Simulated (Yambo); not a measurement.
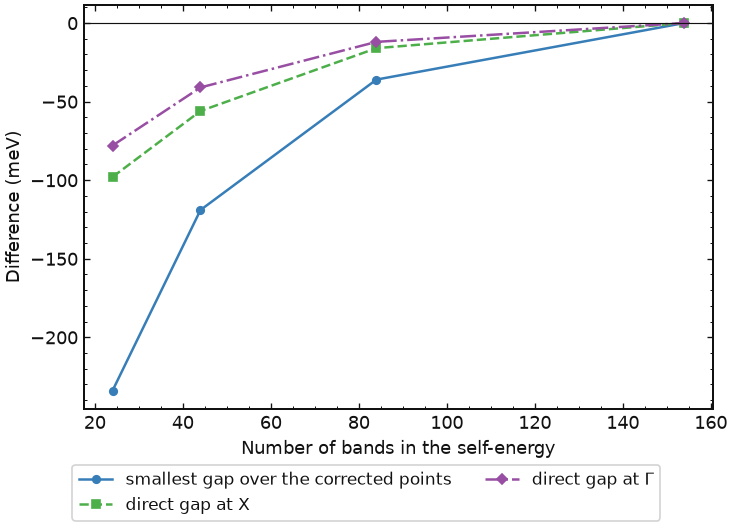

G0W0 gaps of zincblende SiC, space group F-43m (No. 216), 2 atoms in the primitive cell (cubic a = 4.358 Å) as the number of bands in the self-energy is raised, all else fixed. The plot shows differences from the last run. Method: LDA, PseudoDojo 0.4.1 SR LDA standard, no spin polarisation, no spin-orbit coupling, 6×6×6 k mesh, 1116 eV cutoff, fixed occupations (Yambo); in the last run, G0W0 with frequency dependence of W plasmon pole, bands in the response 154, bands in the self-energy 154, cutoff of the response matrix 12 Ry and cutoff of exchange and Vxc 82 Ry.

Q: How well are these gaps converged with the number of bands in the self-energy?

A: The smallest gap over the corrected points starts −234 meV from the last run and still moves by 36 meV in the last step, from 84 to 154. The direct gap at X starts −98 meV from the last run and still moves by 16 meV in the last step, from 84 to 154. The direct gap at Γ starts −78 meV from the last run and still moves by 12 meV in the last step, from 84 to 154. This holds at the response cutoff of these runs; a larger one needs more bands.

| number of bands in the self-energy | smallest gap over the corrected points (eV) | direct gap at X (eV) | direct gap at Γ (eV) |
| --- | --- | --- | --- |
| 24 | 2.034 | 5.617 | 7.197 |
| 44 | 2.149 | 5.659 | 7.234 |
| 84 | 2.232 | 5.699 | 7.263 |
| 154 | 2.268 | 5.715 | 7.275 |

The settings that aren't varied aren't converged either.
